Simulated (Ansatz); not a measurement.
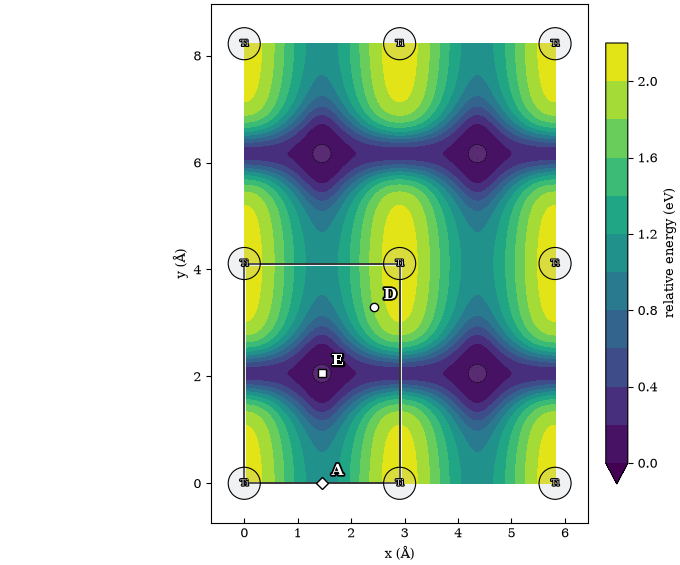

S on a Ti(110) slab cut from the Fm-3m phase, its upper half relaxed before the scan (4 atoms of substrate and one adsorbate in a 1 × 1 cell). 
- S is moved over the surface cell; relaxed at each place: the height of the adsorbate's atoms; substrate rigid; the origin of the map has the adsorbate above Ti4.
- Places are given modulo a cell vector. The map is drawn in real space over the plane of the surface.
- The scan uses a 6 × 10 grid; 24 points were computed and 36 follow by symmetry.
- All energies are given in eV relative to the lowest grid point.
- With one adsorbate in each 1 × 1 cell, its nearest image is 2.9 Å away, so neighbouring adsorbates interact.
- Method: Ansatz 0.2.0, DFT PBE, scalar-relativistic, plane waves, PAW. Settings: cutoff 420 eV, k-mesh 9×7×1, gaussian smearing 0.1 eV, no spin polarisation.

The picture shows filled contours, labelled circles for the atoms of the top layer and small ones for the second layer, the outline of one cell of the 2 × 2 shown, lettered points. Between grid points the surface is interpolated.

Is D the lowest point of the computed grid?

No. D lies 1.80 eV above the lowest grid point, which is at a fourfold hollow over a second-layer Ti atom, (3/6, 5/10) of the cell vectors.

PAW datasets: the set soft_1.
